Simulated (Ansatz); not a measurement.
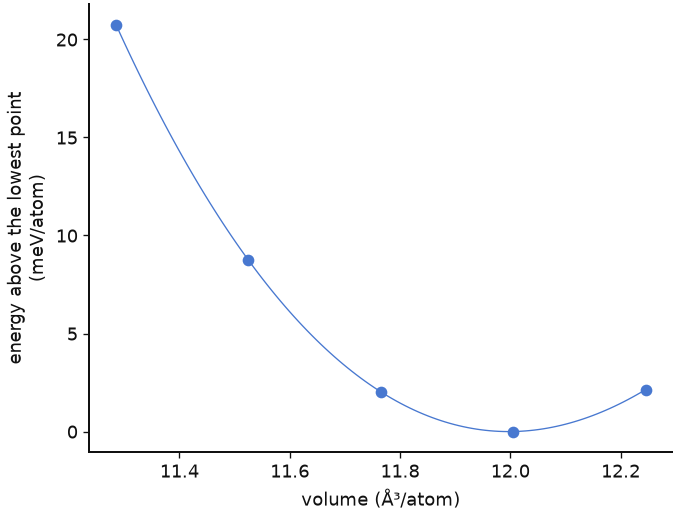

The figure shows the energy above the lowest point against volume.

Computed with Ansatz 0.2.0 development build: equation of state of a cubic crystal from periodic Kohn-Sham density functional theory without spin, third-order Birch-Murnaghan fit to the free energies; pressure corrected for the finite basis. Level: PBE.

Q: For which of these solids was it computed?
A. Cr, Pm-3m (No. 221)
B. Rh, Im-3m (No. 229)
C. Cu, Im-3m (No. 229)
D. Nd, Fd-3m (No. 227)

A: C, Cu: energy above the lowest point from 0.0 meV/atom to 20.8 meV/atom, V0 12 Å³/atom, B0 139 GPa. The others give: Rh, energy above the lowest point from 0.0 meV/atom to 43.0 meV/atom, V0 14.48 Å³/atom, B0 233 GPa; Cr, energy above the lowest point from 0.0 meV/atom to 31.0 meV/atom, V0 12.81 Å³/atom, B0 189 GPa; Nd, energy above the lowest point from 0.0 meV/atom to 33.0 meV/atom, V0 23.55 Å³/atom, B0 113 GPa.

For Cr, limits of the calculation: cubic model structure, not the ambient form; no spin polarisation, a magnetic state may lie lower.

For Cu, limits of the calculation: cubic model structure, not the ambient form.

For Nd, limits of the calculation: cubic model structure, not the ambient form; open f shell treated without spin.

For Rh, limits of the calculation: cubic model structure, not the ambient form; no spin polarisation, a magnetic state may lie lower.
